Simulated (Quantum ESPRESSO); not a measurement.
# Collinear magnetic orders of FeO (Wuestite) with Quantum ESPRESSO, part 2 of 2

Does FeO (Wuestite) prefer parallel or opposed moments, or none?

Quantum ESPRESSO 7.5; LDA; plane waves with GBRV 1.5 LDA potentials, no spin-orbit coupling.

So far, absolute magnetization (μB): step 2 (start 1: ferro +) 4.01.

## Step 4: Start 3: antiferro q=(0,0,1/2) +−

The cell is doubled to 4 atoms to hold this order.

The input, pw.in:

```
&CONTROL
  calculation = 'scf'
  prefix = 'pwscf'
  outdir = './tmp'
  pseudo_dir = './pseudo'
  disk_io = 'nowf'
/
&SYSTEM
  ibrav = 0
  celldm(1) = 8
  nat = 4
  ntyp = 3
  ecutwfc = 40
  ecutrho = 280
  nbnd = 28
  occupations = 'smearing'
  smearing = 'fd'
  degauss = 0.00367493
  nspin = 2
  starting_magnetization(1) = 0.25
  starting_magnetization(2) = -0.25
  starting_magnetization(3) = 0
/
&ELECTRONS
  conv_thr = 8d-09
  electron_maxstep = 150
  mixing_beta = 0.3
/
ATOMIC_SPECIES
Fe1    55.8450 fe_lda_v1.5.uspp.F.UPF
Fe2    55.8450 fe_lda_v1.5.uspp.F.UPF
O      15.9990 o_lda_v1.2.uspp.F.UPF
CELL_PARAMETERS alat
   0.3587694422130    0.2071356340402    0.5951638772153
  -0.3587694422130    0.2071356340402    0.5951638772153
   0.0000000000000   -0.8285425361134    1.1903277544306
ATOMIC_POSITIONS crystal
Fe1     0.0000000000    0.0000000000    0.0000000000
Fe2     0.0000000000    0.0000000000    0.5000000000
O       0.5000000000    0.5000000000    0.2500000000
O       0.5000000000    0.5000000000    0.7500000000
K_POINTS automatic
8 8 4 0 0 0
```

Launch:

```sh
$ OMP_NUM_THREADS=1 mpirun -n 2 pw.x -nk 2 -in pw.in > pw.out
```

Log:

```text
     [... lines left out ...]
Program PWSCF v.7.5 starts
     [... lines left out ...]
     number of atoms/cell      =            4
     [... lines left out ...]
     number of electrons       =        44.00
     number of Kohn-Sham states=           28
     kinetic-energy cutoff     =      40.0000  Ry
     charge density cutoff     =     280.0000  Ry
     scf convergence threshold =      8.0E-09
     [... lines left out ...]
      4 Sym. Ops., with inversion, found
     [... lines left out ...]
     number of k points=    78  Fermi-Dirac smearing, width (Ry)=  0.0037
     [... lines left out ...]
     iteration # 13     ecut=    40.00 Ry     beta= 0.30
     [... lines left out ...]
     Magnetic moment per site  (integrated on atomic sphere of radius R)
     atom   1 (R=0.210)  charge= 13.5701  magn=  3.2584
     atom   2 (R=0.210)  charge= 13.5701  magn= -3.2584
     atom   3 (R=0.210)  charge=  5.7892  magn=  0.0000
     atom   4 (R=0.210)  charge=  5.7892  magn=  0.0000
     [... lines left out ...]
     the Fermi energy is    13.9434 ev
!    total energy              =    -565.12084646 Ry
     estimated scf accuracy    <          4.5E-10 Ry
     smearing contrib. (-TS)   =      -0.00300413 Ry
     [... lines left out ...]
     total magnetization       =     0.00 Bohr mag/cell
     absolute magnetization    =     7.03 Bohr mag/cell
     convergence has been achieved in  13 iterations
```

Run time: 60 s. Hardware: 2 MPI ranks of Arm Neoverse V1, shared host; peak memory 0.27 GiB.

Spin moment in the atom's sphere by atom:

```csv
atom,spin moment in the atom's sphere (μB)
Fe1,3.26
Fe2,-3.26
O3,0.00
O4,0.00
```

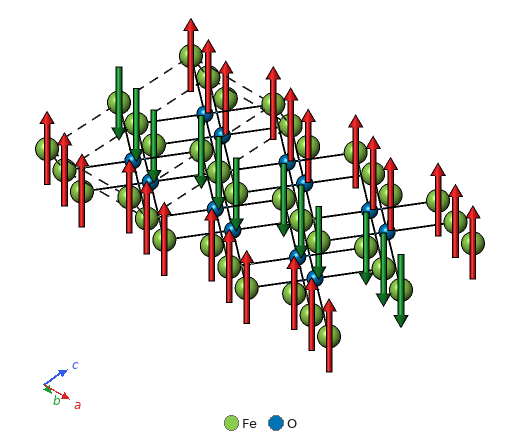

Spin moment in the atom's sphere as arrows, the longest 3.26 μB. Up and down stand for the sign. Arrows give size and sign along the axis of quantisation, drawn up and down the page. The two directions have two colours. Bonds to atoms that aren't drawn are left out. 3×2×1 cells are drawn. Some periodic images of atoms are drawn too.

This step gave:

| Property | Result |
| --- | --- |
| smearing term TS | 0.04087 eV |
| magnetization | 0 μB |
| absolute magnetization | 7.034 μB |
| final state | antiferromagnetic |

## Step 5: Start 4: antiferro q=(1/2,1/2,1/2) +−

This order needs a doubled cell of 4 atoms.

Changes to pw.in since step 4:

```diff
@@ -33,11 +33,11 @@
 CELL_PARAMETERS alat
-   0.3587694422130    0.2071356340402    0.5951638772153
-  -0.3587694422130    0.2071356340402    0.5951638772153
-   0.0000000000000   -0.8285425361134    1.1903277544306
+   0.7175388844260    0.4142712680803    1.1903277544306
+   0.0000000000000    0.4142712680803    1.1903277544306
+   0.3587694422130   -0.2071356340165    1.1903277544306
 ATOMIC_POSITIONS crystal
 Fe1     0.0000000000    0.0000000000    0.0000000000
-Fe2     0.0000000000    0.0000000000    0.5000000000
-O       0.5000000000    0.5000000000    0.2500000000
-O       0.5000000000    0.5000000000    0.7500000000
+Fe2     0.5000000000    0.0000000000    0.0000000000
+O       0.7500000000    0.5000000000    0.5000000000
+O       0.2500000000    0.5000000000    0.5000000000
 K_POINTS automatic
-8 8 4 0 0 0
+4 8 8 0 0 0
```

Log:

```text
     [... lines left out ...]
Program PWSCF v.7.5 starts
     [... lines left out ...]
     number of atoms/cell      =            4
     [... lines left out ...]
     number of electrons       =        44.00
     number of Kohn-Sham states=           28
     kinetic-energy cutoff     =      40.0000  Ry
     charge density cutoff     =     280.0000  Ry
     scf convergence threshold =      8.0E-09
     [... lines left out ...]
     12 Sym. Ops., with inversion, found
     [... lines left out ...]
     number of k points=    35  Fermi-Dirac smearing, width (Ry)=  0.0037
     [... lines left out ...]
     iteration # 13     ecut=    40.00 Ry     beta= 0.30
     [... lines left out ...]
     Magnetic moment per site  (integrated on atomic sphere of radius R)
     atom   1 (R=0.210)  charge= 13.5696  magn=  3.2608
     atom   2 (R=0.210)  charge= 13.5696  magn= -3.2607
     atom   3 (R=0.210)  charge=  5.7886  magn=  0.0000
     atom   4 (R=0.210)  charge=  5.7886  magn=  0.0000
     [... lines left out ...]
     the Fermi energy is    13.9299 ev
!    total energy              =    -565.12353460 Ry
     estimated scf accuracy    <          3.1E-09 Ry
     smearing contrib. (-TS)   =      -0.00300424 Ry
     [... lines left out ...]
     total magnetization       =     0.00 Bohr mag/cell
     absolute magnetization    =     7.04 Bohr mag/cell
     convergence has been achieved in  13 iterations
```

Run time: 77 s. Hardware: 2 MPI ranks; peak memory 0.24 GiB; 2.6 min of CPU time.

This step gave:

| Quantity | Value |
| --- | --- |
| smearing term TS | 0.04087 eV |
| magnetization | 0 μB |
| absolute magnetization | 7.035 μB |
| final state | antiferromagnetic |
| largest moment | 3.261 μB |

## Step 6: Run 5 (no spin polarisation)

The input, pw.in:

```
&CONTROL
  calculation = 'scf'
  prefix = 'pwscf'
  outdir = './tmp'
  pseudo_dir = './pseudo'
  disk_io = 'nowf'
/
&SYSTEM
  ibrav = 0
  celldm(1) = 8
  nat = 2
  ntyp = 2
  ecutwfc = 40
  ecutrho = 280
  nbnd = 15
  occupations = 'smearing'
  smearing = 'fd'
  degauss = 0.00367493
/
&ELECTRONS
  conv_thr = 4d-09
  electron_maxstep = 150
  mixing_beta = 0.3
/
ATOMIC_SPECIES
Fe     55.8450 fe_lda_v1.5.uspp.F.UPF
O      15.9990 o_lda_v1.2.uspp.F.UPF
CELL_PARAMETERS alat
   0.3587694422130    0.2071356340402    0.5951638772153
  -0.3587694422130    0.2071356340402    0.5951638772153
   0.0000000000000   -0.4142712680567    0.5951638772153
ATOMIC_POSITIONS crystal
Fe      0.0000000000    0.0000000000    0.0000000000
O       0.5000000000    0.5000000000    0.5000000000
K_POINTS automatic
8 8 8 0 0 0
```

Log:

```text
     [... lines left out ...]
Program PWSCF v.7.5 starts
     [... lines left out ...]
     number of atoms/cell      =            2
     [... lines left out ...]
     number of electrons       =        22.00
     number of Kohn-Sham states=           15
     kinetic-energy cutoff     =      40.0000  Ry
     charge density cutoff     =     280.0000  Ry
     scf convergence threshold =      4.0E-09
     [... lines left out ...]
     12 Sym. Ops., with inversion, found
     [... lines left out ...]
     number of k points=    65  Fermi-Dirac smearing, width (Ry)=  0.0037
     [... lines left out ...]
     iteration # 15     ecut=    40.00 Ry     beta= 0.30
     [... lines left out ...]
     the Fermi energy is    13.2179 ev
!    total energy              =    -282.46515335 Ry
     estimated scf accuracy    <          4.3E-10 Ry
     smearing contrib. (-TS)   =      -0.00486384 Ry
     [... lines left out ...]
     convergence has been achieved in  15 iterations
```

Run time: 8 s. Hardware: 2 MPI ranks; peak memory 0.14 GiB.

Read from the output:

* smearing term TS: 0.06618 eV
* final state: non-magnetic (no spin polarisation)

## Step 7: Ranking

An order is kept where moments of 0.15 μB or more survive with the typed signs; meshes match where a doubled cell samples the same k points as the first cell.

Orders:

```csv
start,final state,typed order kept,energy over the lowest (meV a seeded atom),largest site moment (μB),net moment (μB a cell of the first run),mesh matched,CPU time (s)
ferro +,ferromagnetic,yes,0,3.434,4.002,yes,22.57
"antiferro q=(0,1/2,1/2) +-",antiferromagnetic,yes,241.5,3.335,0,yes,210.1
"antiferro q=(0,0,1/2) +-",antiferromagnetic,yes,31.97,3.258,0,yes,120.4
"antiferro q=(1/2,1/2,1/2) +-",antiferromagnetic,yes,13.69,3.261,0,yes,153.6
no spin polarisation,non-magnetic,-,1328,0,0,yes,15.79
```

## Step 8: The lowest state again, with its states saved

Changes to pw.in since step 6:

```diff
@@ -5,3 +5,3 @@
   pseudo_dir = './pseudo'
-  disk_io = 'nowf'
+  disk_io = 'low'
 /
@@ -14,3 +14,3 @@
   ecutrho = 280
-  nbnd = 15
+  nbnd = 21
   occupations = 'smearing'
@@ -18,2 +18,5 @@
   degauss = 0.00367493
+  nspin = 2
+  starting_magnetization(1) = 0.25
+  starting_magnetization(2) = 0
 /
```

Log:

```text
     [... lines left out ...]
Program PWSCF v.7.5 starts
     [... lines left out ...]
     number of atoms/cell      =            2
     [... lines left out ...]
     number of electrons       =        22.00
     number of Kohn-Sham states=           21
     kinetic-energy cutoff     =      40.0000  Ry
     charge density cutoff     =     280.0000  Ry
     scf convergence threshold =      4.0E-09
     [... lines left out ...]
     12 Sym. Ops., with inversion, found
     [... lines left out ...]
     number of k points=    65  Fermi-Dirac smearing, width (Ry)=  0.0037
     [... lines left out ...]
     iteration # 10     ecut=    40.00 Ry     beta= 0.30
     [... lines left out ...]
     Magnetic moment per site  (integrated on atomic sphere of radius R)
     atom   1 (R=0.210)  charge= 13.5496  magn=  3.4341
     atom   2 (R=0.210)  charge=  5.8018  magn=  0.3382
     [... lines left out ...]
     the Fermi energy is    13.9330 ev
!    total energy              =    -282.56277318 Ry
     estimated scf accuracy    <          3.4E-10 Ry
     smearing contrib. (-TS)   =      -0.00099412 Ry
     [... lines left out ...]
     total magnetization       =     4.00 Bohr mag/cell
     absolute magnetization    =     4.01 Bohr mag/cell
     convergence has been achieved in  10 iterations
```

It took 14 s on 2 MPI ranks; peak memory 0.16 GiB; 28 s of CPU time.

Read from the output:

```
smearing term TS       : 0.01353 eV
magnetization          : 4.002 μB
absolute magnetization : 4.008 μB
final state            : ferromagnetic
largest moment         : 3.434 μB
```

## Step 9: Löwdin moments

projwfc.x projects the saved states on orthogonalised atomic orbitals of the pseudopotential files.

Log:

```text
[banner, memory and clock lines left out]
Program PROJWFC v.7.5 starts

     [... lines left out ...]
     IMPORTANT: XC functional enforced from input :
     Exchange-correlation= PZ
                           (   1   1   0   0   0   0   0)
     Any further DFT definition will be discarded
     Please, verify this is what you really want

     G-vector sticks info

     Check: negative core charge=   -0.000047

     Gaussian broadening (read from input): ngauss,degauss=   0    0.010000

     Calling projwave ....

  Problem Sizes
  natomwfc =           17
  nbnd     =           21
  nkstot   =          130
  npwx     =          592
  nkb      =           31

     Atomic states used for projection
     (read from pseudopotential files):

     state #   1: atom   1 (Fe ), wfc  1 (l=0 m= 1)
     state #   2: atom   1 (Fe ), wfc  2 (l=1 m= 1)
     state #   3: atom   1 (Fe ), wfc  2 (l=1 m= 2)
     state #   4: atom   1 (Fe ), wfc  2 (l=1 m= 3)
     state #   5: atom   1 (Fe ), wfc  3 (l=2 m= 1)
     state #   6: atom   1 (Fe ), wfc  3 (l=2 m= 2)
     state #   7: atom   1 (Fe ), wfc  3 (l=2 m= 3)
     state #   8: atom   1 (Fe ), wfc  3 (l=2 m= 4)
     state #   9: atom   1 (Fe ), wfc  3 (l=2 m= 5)
     state #  10: atom   1 (Fe ), wfc  4 (l=0 m= 1)
     state #  11: atom   1 (Fe ), wfc  5 (l=1 m= 1)
     state #  12: atom   1 (Fe ), wfc  5 (l=1 m= 2)
     state #  13: atom   1 (Fe ), wfc  5 (l=1 m= 3)
     state #  14: atom   2 (O  ), wfc  1 (l=0 m= 1)
     state #  15: atom   2 (O  ), wfc  2 (l=1 m= 1)
     state #  16: atom   2 (O  ), wfc  2 (l=1 m= 2)
     state #  17: atom   2 (O  ), wfc  2 (l=1 m= 3)

 [... projections of the bands left out ...]

Lowdin Charges:

     Atom #   1: total charge =  15.5373, s =  2.3603, p =  6.9591, d =  6.2179,
                 spin up      =   9.6042, s =  1.1928,
                 spin up      =   9.6042, p =  3.4835, pz=  1.1618, px=  1.1609, py=  1.1609,
                 spin up      =   9.6042, d =  4.9279, dz2=  0.9832, dxz=  0.9875, dyz=  0.9875, dx2-y2=  0.9849, dxy=  0.9849,
                 spin down    =   5.9331, s =  1.1675,
                 spin down    =   5.9331, p =  3.4756, pz=  1.1590, px=  1.1583, py=  1.1583,
                 spin down    =   5.9331, d =  1.2901, dz2=  0.3296, dxz=  0.2066, dyz=  0.2066, dx2-y2=  0.2737, dxy=  0.2737,
                 polarization =   3.6710, s =  0.0253, p =  0.0079, d =  3.6378,
     Atom #   2: total charge =   6.3681, s =  1.6366, p =  4.7315, d =  0.0000,
                 spin up      =   3.3593, s =  0.8381,
                 spin up      =   3.3593, p =  2.5212, pz=  0.8378, px=  0.8417, py=  0.8417,
                 spin up      =   3.3593, d =  0.0000, dz2=  0.0000, dxz=  0.0000, dyz=  0.0000, dx2-y2=  0.0000, dxy=  0.0000,
                 spin down    =   3.0088, s =  0.7986,
                 spin down    =   3.0088, p =  2.2102, pz=  0.7347, px=  0.7378, py=  0.7378,
                 spin down    =   3.0088, d =  0.0000, dz2=  0.0000, dxz=  0.0000, dyz=  0.0000, dx2-y2=  0.0000, dxy=  0.0000,
                 polarization =   0.3505, s =  0.0395, p =  0.3110, d =  0.0000,
     Spilling Parameter:   0.0043
```

The job ended after 1.3 s (2 MPI ranks; peak memory 0.05 GiB).

```csv
atom,moment in the sphere (μB),Löwdin moment (μB),Löwdin charge (e)
Fe1,3.434,3.671,15.537
O2,0.338,0.350,6.368
```

## Step 10: Summary of results

| Item | Value |
| --- | --- |
| lowest state found | ferromagnetic (from ferro +) |
| largest site moment | 3.43 μB |
| next state with moments | antiferromagnetic, 13.7 meV a seeded atom higher |
| state without moments | 1328 meV a seeded atom higher |

**Reading.** Forming the moments gains more than four times the spread of the orders, as local moments do. The largest moment reads 3.43 μB in the sphere and 3.67 μB by Löwdin projection; a site moment hangs on how space is shared out. This is the lowest of 5 collinear or spinless starts, no proof of the ground state. No Hubbard term acts here. In such compounds local and semilocal functionals without one often delocalise the d electrons, and can shrink or lose moments and miss the size, sign and order of the couplings. The smearing term is large for its width, so states at the Fermi level are partly filled: at this level the cell is a metal or has a gap of a few widths at most.

[Logs and program files are shortened in this print: banners, set-up blocks, solver, clock and traceback lines can be left out without a mark of their own.]

[Logs are printed without paths, hosts, clocks, repeated set-up lines and the standing remarks that a program may print on its own settings, such as how far it seeks lower states.]

[Hosts, paths, dates, database ids (printed as entryN), source tags and the programs' standing remarks are cut or masked in the printed files.]

[Where a cell is said to come from a database of computed structures, the database is the Materials Project.]
